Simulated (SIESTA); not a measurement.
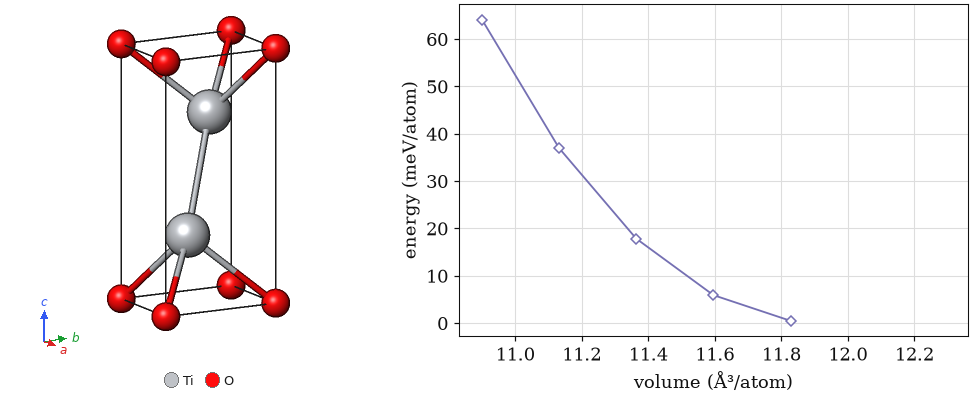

The plot gives the computed energy against volume for Ti₂O, space group P-3m1 (No. 164). The conventional cell is drawn beside the plot.

Starting cell:
```xyz
3
Lattice="2.9194 0.0000 0.0000 -1.4597 2.5283 0.0000 0.0000 0.0000 4.7130" Properties=species:S:1:pos:R:3 pbc="T T T"
Ti    0.0000    1.6855    3.3993
Ti    1.4597    0.8428    1.3137
O     0.0000    0.0000    0.0000
```

How it was computed, with SIESTA 5.4.2: DFT in numerical atomic orbitals with pseudopotentials, no spin polarisation; energies at scaled volumes of the given cell, shape and fractions fixed, counted from the fit's minimum, third-order Birch-Murnaghan fit. Level: PBEsol.

- k mesh: 10×10×6
- occupations: Fermi–Dirac
- smearing width: 0.05 eV
- potentials: PseudoDojo 0.4 standard, converted to PSML, two zetas on semicore shells
- program settings: basis DZP, mesh cutoff 800 Ry

The points at volume 12.06 Å³/atom and 12.29 Å³/atom are left out of the plot. What values does the calculation give there?

```json
{"volume (Å³/atom)": "12.06", "energy (meV/atom)": "0.97"}
{"volume (Å³/atom)": "12.29", "energy (meV/atom)": "6.82"}
```

Limits of the calculation: mulliken charges of long orbitals; shape and atomic fractions are frozen while scaling, which makes layered, chain and framework solids too stiff.
